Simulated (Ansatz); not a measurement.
**Geometry relaxation of Ge (part 2 of 2)**

The same run, continued: Ge (slab, 6 atoms in the cell); DFT, PBE, plane waves, PAW, no spin polarisation (Ansatz 0.2.0); cutoff 420 eV, 8×4×2 k-mesh, Fermi–Dirac smearing of 0.02 eV. Some settings of this run were made unusual or wrong on purpose.

Geometry of the input (Å; fractional positions):
```
4.0736  0.0000  0.0000
0.0000  5.7610  0.0000
0.0000  0.0000  20.0736
Ge 0.7500  0.1250  0.3985
Ge 0.2500  0.8750  0.3985
Ge 0.2500  0.6250  0.5000
Ge 0.7500  0.3750  0.5000
Ge 0.7500  0.1250  0.6015
Ge 0.2500  0.8750  0.6015
```

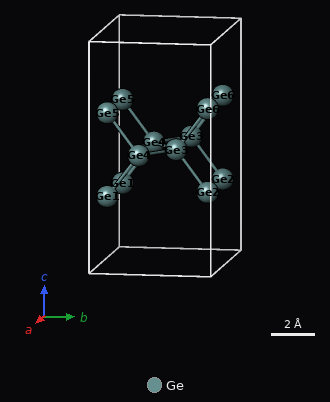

*The geometry at step 2 of the log (ball-and-stick view of the 2 × 1 repeat of the cell, with the vacuum cut short, seen slightly off an axis; atoms are numbered from 1 in the order of the input).*

The program's output, continued
```
SCF iter   1: F=—  HF=-25766.864578 eV  |F-HF|=—  |Δ(HF+E_count)|=         —  Δρ=6.36e-4  dr2=1.16e-3  ethr=1.68e-5  p=0.000 e·Å  D=3.93e-9 V/Å  ΔV_dip=-0.00 eV  dr2_dipole=1.56e-12  V_vac-E_F(+/−)=4.56/4.56 eV  ⟨swp⟩=3.3  Hψ=2700  notcnv=0  defer=108
efield: sawtooth ramp at fractional position 0.9500 (handed on by an earlier solve), width 0.1000; the density the first Hamiltonian is built on has a dipole p = 0.000 e·Å; the dipole correction subtracts the counter field D = 3.93e-9 V/Å, which shifts the + side's vacuum level by -0.00 eV against the − side's; the planar-averaged density in the ramp window peaks in size at 6.8e-6 e/Å³
preconditioner: auto → LDOS  [metal: Δε(μ)=0.053 eV  Ē_g=21.847 eV  σ=0.020 eV  W_gap=0.48  n_scr=72 (ndim 8)  ℏωp=15.7 eV  f_vac=0.640  D(μ)=3.73/eV (n_scr^D=12)  β→1.0]
SCF iter   2: F=—  HF=-25766.864620 eV  |F-HF|=—  |Δ(HF+E_count)|=   4.23e-5  Δρ=2.01e-4  dr2=4.68e-4  ethr=1.39e-6  p=-0.000 e·Å  D=-1.72e-7 V/Å  ΔV_dip=0.00 eV  dr2_dipole=1.29e-12  V_vac-E_F(+/−)=4.55/4.55 eV  ⟨swp⟩=3.0  Hψ=3275  notcnv=0  defer=108
SCF iter   3: F=—  HF=-25766.864539 eV  |F-HF|=—  |Δ(HF+E_count)|=   8.11e-5  Δρ=6.72e-5  dr2=5.79e-5  ethr=5.57e-7  p=-0.000 e·Å  D=-5.92e-8 V/Å  ΔV_dip=0.00 eV  dr2_dipole=2.37e-13  V_vac-E_F(+/−)=4.56/4.56 eV  ⟨swp⟩=3.0  Hψ=2729  notcnv=0  defer=108
SCF iter   4: F=—  HF=-25766.864529 eV  |F-HF|=—  |Δ(HF+E_count)|=   1.00e-5  Δρ=1.68e-5  dr2=3.16e-6  ethr=6.89e-8  p=-0.000 e·Å  D=-2.51e-8 V/Å  ΔV_dip=0.00 eV  dr2_dipole=1.56e-15  V_vac-E_F(+/−)=4.56/4.56 eV  ⟨swp⟩=2.2  Hψ=1939  notcnv=0  defer=108
SCF iter   5: F=-25766.864529 eV  HF=-25766.864529 eV  |F-HF|=3.31e-7  |Δ(HF+E_count)|=   1.71e-7  Δρ=6.21e-6  dr2=1.58e-7  ethr=9.28e-10  p=0.000 e·Å  D=5.70e-9 V/Å  ΔV_dip=-0.00 eV  dr2_dipole=2.94e-14  V_vac-E_F(+/−)=4.56/4.56 eV  ⟨swp⟩=12.4  Hψ=7331  notcnv=0
SCF 3 converged in 5 iterations: F = -25766.864529 eV  dr2 = 1.58e-7
  greatest PAW one-centre occupation: 0.998 electrons in one spin orbital (limit 2), on the Ge atom at site 5 (counted from 0), in its partial waves of l = 2
relax step   3: F+E_penalty+E_count = -25766.86452901 eV  Δ(F+E_penalty+E_count) = -2.230e-3 eV  max|allowed force component| = 2.701e-2 eV/Å  Δτ_max = 0.0191 Å  (5 SCF iters, dr2 threshold 7.80e-7 eV, accepted)
SCF iter   1: F=—  HF=-25766.864643 eV  |F-HF|=—  |Δ(HF+E_count)|=         —  Δρ=1.06e-4  dr2=2.96e-5  ethr=4.39e-7  p=0.000 e·Å  D=5.70e-9 V/Å  ΔV_dip=-0.00 eV  dr2_dipole=1.58e-12  V_vac-E_F(+/−)=4.56/4.56 eV  ⟨swp⟩=3.3  Hψ=3760  notcnv=0  defer=106
efield: sawtooth ramp at fractional position 0.9500 (handed on by an earlier solve), width 0.1000; the density the first Hamiltonian is built on has a dipole p = 0.000 e·Å; the dipole correction subtracts the counter field D = 5.70e-9 V/Å, which shifts the + side's vacuum level by -0.00 eV against the − side's; the planar-averaged density in the ramp window peaks in size at 6.2e-6 e/Å³
preconditioner: auto → LDOS  [insulator: Δε(μ)=0.054 eV  Ē_g=21.837 eV  σ=0.020 eV  W_gap=0.51  n_scr=72 (ndim 8)  ℏωp=15.7 eV  f_vac=0.640  D(μ)=3.92/eV (n_scr^D=12)  ε∞_Penn≈1.5  β→1.0]
SCF iter   2: F=—  HF=-25766.864641 eV  |F-HF|=—  |Δ(HF+E_count)|=   2.74e-6  Δρ=3.27e-5  dr2=1.35e-5  ethr=3.52e-8  p=-0.000 e·Å  D=-4.09e-8 V/Å  ΔV_dip=0.00 eV  dr2_dipole=3.33e-12  V_vac-E_F(+/−)=4.56/4.56 eV  ⟨swp⟩=2.0  Hψ=2951  notcnv=0  defer=106
SCF iter   3: F=—  HF=-25766.864639 eV  |F-HF|=—  |Δ(HF+E_count)|=   1.22e-6  Δρ=1.15e-5  dr2=1.42e-6  ethr=1.60e-8  p=0.000 e·Å  D=7.72e-9 V/Å  ΔV_dip=-0.00 eV  dr2_dipole=1.54e-14  V_vac-E_F(+/−)=4.56/4.56 eV  ⟨swp⟩=3.0  Hψ=2712  notcnv=0  defer=106
SCF iter   4: F=-25766.864639 eV  HF=-25766.864639 eV  |F-HF|=1.57e-9  |Δ(HF+E_count)|=   6.64e-8  Δρ=2.76e-6  dr2=7.03e-8  ethr=1.19e-10  p=0.000 e·Å  D=1.50e-8 V/Å  ΔV_dip=-0.00 eV  dr2_dipole=3.11e-14  V_vac-E_F(+/−)=4.56/4.56 eV  ⟨swp⟩=8.8  Hψ=7096  notcnv=0
SCF 4 converged in 4 iterations: F = -25766.864639 eV  dr2 = 7.03e-8
relax step   4: F+E_penalty+E_count = -25766.86463923 eV  Δ(F+E_penalty+E_count) = -1.102e-4 eV  max|allowed force component| = 4.860e-3 eV/Å  Δτ_max = 0.0034 Å  (4 SCF iters, accepted)
```

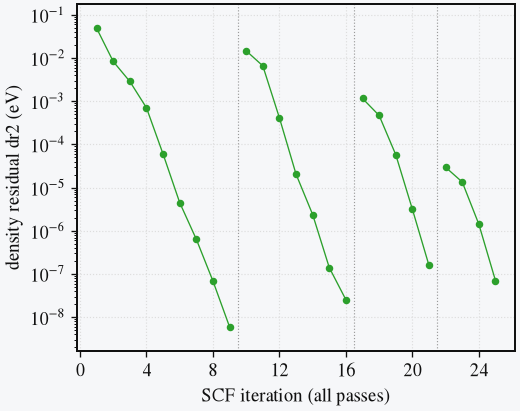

*Convergence of the self-consistent field: density residual dr2 against the SCF iteration. The dotted lines part the SCF passes of the relaxation: geometry steps, rejected trials and re-solves on a re-selected basis.*

The passes take 9, 7, 5 and 4 iterations.

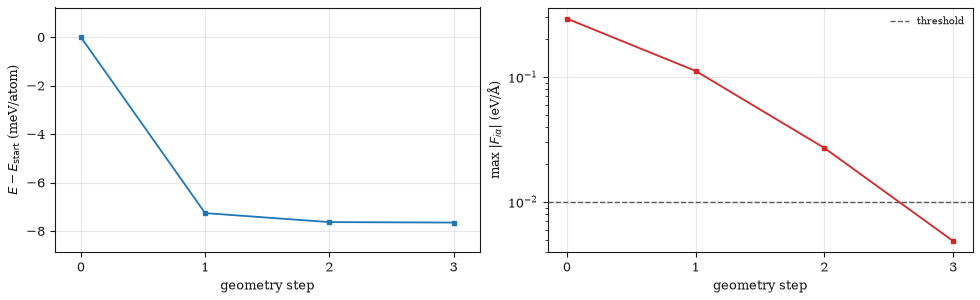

*Progress of the relaxation, step by step (the first geometry is step 0 here and step 1 in the log).*

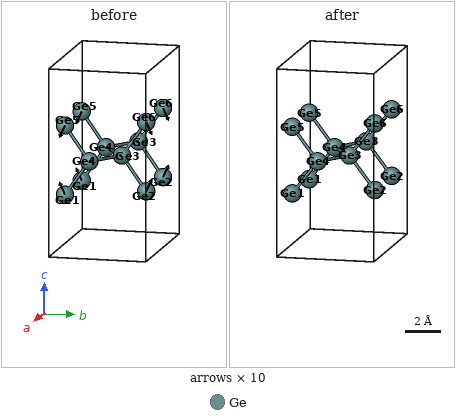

*Before (left) and after (right) the relaxation, at one scale (ball-and-stick view of the 2 × 1 repeat of the cell, with the vacuum cut short, seen slightly off an axis). The black arrows give the displacements, magnified 10 times.*

The largest moves, 0.085 Å, are those of Ge1, Ge2, Ge5 and Ge6. The lattice vectors keep their values. Among the contacts that change: Ge1–Ge2 2.495 → 2.454 Å, Ge1–Ge4 2.495 → 2.467 Å. Among the angles that change: Ge1–Ge4–Ge5 109.5° → 105.2°, Ge6–Ge5–Ge6 109.5° → 112.2°. Over 3 geometry steps the energy falls by 7.6 meV per atom. The largest force component goes from 0.29 to 0.0049 eV/Å. (Atoms are counted from 1 in the order of the input.)

```
SCF converged after 4 iterations
Free energy (F): -25766.864639 eV
Harris-Foulkes:  -25766.864639 eV  (|F-HF|=1.57e-9)
Internal energy: -25766.859404 eV  (E = F + TS)
E sigma→0 (E₀):  -25766.862022 eV
Entropy (-TS):   -0.005235 eV (-0.873 meV/atom)
Fermi energy:    -0.882550 eV
Dipole field:    D = -0.000000 V/Å  (p = -0.000000 e·Å, saw-weighted, corrected)
Work function:   Φ+ = 4.5564 eV   Φ− = 4.5564 eV
Levels:          The Fermi level and band energies are counted from a zero that moves with the ramp; work functions are not
--- Per-component energies (eV) ---
  E_band       = -1649.198831
  E_kinetic    = 661.618447
  E_local      = -62180.002262  (includes V_loc(G=0)·N_el)
  E_nonlocal   = 2502.009134
  E_hartree    = 29804.250799
  E_xc         = -449.576356
  E_vxc        = -381.845504  (∫ρ·V_xc dr)
  E_paw        = -12109.252049  (= ΣΔE_a)
  E_vpaw       = -1859.485621  (= ΣTr[D̂ρ^β])
  E_aug_tail   = 0.001898  (compensation charges beyond the density's cutoff)
  E_efield     = 0.000000  (sawtooth field / dipole correction)
  E_vefield    = 0.000000  (∫n·V_field dr)
  E_ewald      = 16004.090985
  E_smearing   = -0.005235  (= −TS)
  E_closure    = 0.000000  (closes the sum)
  Σ components = -25766.864639   (vs F -25766.864639, Δ=0.00e0)
--- Forces (eV/Å), atoms counted from 1 ---
  atom   1  Ge     0.00000000    -0.00393705    -0.00028249
  atom   2  Ge     0.00000000     0.00393705    -0.00028249
  atom   3  Ge     0.00000000    -0.00486005     0.00000008
  atom   4  Ge     0.00000000     0.00486005     0.00000008
  atom   5  Ge     0.00000000    -0.00393693     0.00028241
  atom   6  Ge     0.00000000     0.00393693     0.00028241
  max |Σ_I F_I| component: 5.24e-9 eV/Å
--- Stress (GPa, compression-positive) ---
        0.391506       0.000000       0.000000
        0.000000       0.780676       0.000000
        0.000000       0.000000       0.000824
  P = ⅓ Tr σ = 0.3910 GPa (3.910 kbar)
--- Band table (eV; the first three rows and the last of 30) ---
  k-point 0: bands = ["-25.3744", "-25.3596", "-25.3325", "-25.3271", "-25.3147", "-25.2919", "-25.2872", "-25.2726", "-25.2694", "-25.2634", "-25.2545", "-25.2156", "-25.2098", "-25.1987", "-25.1942", "-25.1901", "-25.1796", "-25.1423", "-25.1243", "-25.1218", "-25.1174", "-25.1065", "-25.0944", "-25.0823", "-25.0752", "-25.0728", "-25.0533", "-25.0431", "-25.0088", "-25.0046", "-12.5203", "-10.9974", "-9.6926", "-8.5579", "-6.1939", "-3.8305", "-3.6661", "-3.1575", "-2.7705", "-2.0163", "-1.4163", "-1.0144", "-0.3561", "0.4817", "0.8756", "1.2680", "1.5073", "2.5000", "2.7037", "3.4034", "3.4529"]
  k-point 1: bands = ["-25.3744", "-25.3596", "-25.3325", "-25.3271", "-25.3147", "-25.2919", "-25.2872", "-25.2726", "-25.2694", "-25.2634", "-25.2545", "-25.2156", "-25.2098", "-25.1987", "-25.1942", "-25.1901", "-25.1796", "-25.1423", "-25.1243", "-25.1218", "-25.1174", "-25.1065", "-25.0944", "-25.0823", "-25.0752", "-25.0728", "-25.0533", "-25.0431", "-25.0088", "-25.0046", "-12.5203", "-10.9974", "-9.6926", "-8.5579", "-6.1939", "-3.8306", "-3.6661", "-3.1575", "-2.7705", "-2.0164", "-1.4163", "-1.0144", "-0.3561", "0.4817", "0.8756", "1.2680", "1.5073", "2.5090", "2.7037", "3.2729", "3.5571"]
  k-point 2: bands = ["-25.3687", "-25.3579", "-25.3350", "-25.3292", "-25.3083", "-25.3006", "-25.2929", "-25.2758", "-25.2718", "-25.2542", "-25.2458", "-25.2210", "-25.2191", "-25.2157", "-25.2020", "-25.1743", "-25.1527", "-25.1444", "-25.1403", "-25.1167", "-25.1119", "-25.1053", "-25.0968", "-25.0820", "-25.0802", "-25.0592", "-25.0509", "-25.0486", "-25.0105", "-25.0100", "-12.2933", "-10.9466", "-10.6041", "-7.5229", "-6.6344", "-4.3614", "-3.1278", "-2.9383", "-2.5023", "-1.9882", "-1.4939", "-1.1838", "-0.2505", "0.2512", "0.6507", "1.1064", "1.2948", "2.6351", "3.2901", "3.6355", "3.6575"]
  k-point 29: bands = ["-25.3678", "-25.3678", "-25.3600", "-25.3600", "-25.2946", "-25.2946", "-25.2768", "-25.2768", "-25.2393", "-25.2393", "-25.2358", "-25.2358", "-25.2107", "-25.2107", "-25.1824", "-25.1824", "-25.1641", "-25.1641", "-25.1465", "-25.1465", "-25.1301", "-25.1301", "-25.0934", "-25.0934", "-25.0541", "-25.0541", "-25.0190", "-25.0190", "-25.0077", "-25.0077", "-10.4908", "-10.4908", "-8.9180", "-8.9180", "-8.0490", "-8.0490", "-3.6444", "-3.6444", "-3.2361", "-3.2361", "-1.6664", "-1.6664", "-0.1993", "-0.1993", "2.0893", "2.0893", "3.2595", "3.2595", "3.9176", "3.9176", "4.8945"]
--- Relaxed structure (4 steps of the walk, 4 accepted, 0 SCFs on fresh bases) ---
  F+E_penalty+E_count = -25766.86463923 eV   max|allowed force component| = 4.860e-3 eV/Å
  atoms:
    - { symbol: Ge, position: [0.7499999999999999, 0.11882886159046657, 0.4023602983294849] }
    - { symbol: Ge, position: [0.25, 0.8811711384095334, 0.4023602983294849] }
    - { symbol: Ge, position: [0.25, 0.621235303965293, 0.4999999998682972] }
    - { symbol: Ge, position: [0.7499999999999999, 0.37876469603470697, 0.4999999998682972] }
    - { symbol: Ge, position: [0.7499999999999999, 0.11882886062067537, 0.597639701802218] }
    - { symbol: Ge, position: [0.25, 0.8811711393793247, 0.597639701802218] }
```

Trajectory as extended XYZ (Å, eV, eV/Å), 4 frames, from step=1 to step=4
```
6
Lattice="4.0736 0.0000 0.0000 0.0000 5.7610 0.0000 0.0000 0.0000 20.0736" Properties=species:S:1:pos:R:3:forces:R:3 step=1 energy=-25766.81874
Ge    3.0552    0.7201    8.0000    0.0000  -0.2929   0.1487
Ge    1.0184    5.0408    8.0000    0.0000   0.2929   0.1487
Ge    1.0184    3.6006   10.0368    0.0000   0.0133   0.0000
Ge    3.0552    2.1604   10.0368    0.0000  -0.0133   0.0000
Ge    3.0552    0.7201   12.0736    0.0000  -0.2929  -0.1487
Ge    1.0184    5.0408   12.0736    0.0000   0.2929  -0.1487
6
Lattice="4.0736 0.0000 0.0000 0.0000 5.7610 0.0000 0.0000 0.0000 20.0736" Properties=species:S:1:pos:R:3:forces:R:3 step=2 energy=-25766.86230
Ge    3.0552    0.6848    8.0609    0.0000   0.0026   0.0258
Ge    1.0184    5.0762    8.0609    0.0000  -0.0026   0.0258
Ge    1.0184    3.5916   10.0368    0.0000  -0.1117   0.0000
Ge    3.0552    2.1694   10.0368    0.0000   0.1117   0.0000
Ge    3.0552    0.6848   12.0127    0.0000   0.0026  -0.0258
Ge    1.0184    5.0762   12.0127    0.0000  -0.0026  -0.0258
6
Lattice="4.0736 0.0000 0.0000 0.0000 5.7610 0.0000 0.0000 0.0000 20.0736" Properties=species:S:1:pos:R:3:forces:R:3 step=3 energy=-25766.86453
Ge    3.0552    0.6829    8.0798    0.0000   0.0177  -0.0008
Ge    1.0184    5.0781    8.0798    0.0000  -0.0177  -0.0008
Ge    1.0184    3.5763   10.0368    0.0000   0.0270   0.0000
Ge    3.0552    2.1846   10.0368    0.0000  -0.0270   0.0000
Ge    3.0552    0.6829   11.9938    0.0000   0.0177   0.0008
Ge    1.0184    5.0781   11.9938    0.0000  -0.0177   0.0008
6
Lattice="4.0736 0.0000 0.0000 0.0000 5.7610 0.0000 0.0000 0.0000 20.0736" Properties=species:S:1:pos:R:3:forces:R:3 step=4 energy=-25766.86464
Ge    3.0552    0.6846    8.0768    0.0000  -0.0039  -0.0003
Ge    1.0184    5.0764    8.0768    0.0000   0.0039  -0.0003
Ge    1.0184    3.5789   10.0368    0.0000  -0.0049   0.0000
Ge    3.0552    2.1820   10.0368    0.0000   0.0049   0.0000
Ge    3.0552    0.6846   11.9968    0.0000  -0.0039   0.0003
Ge    1.0184    5.0764   11.9968    0.0000   0.0039   0.0003
```
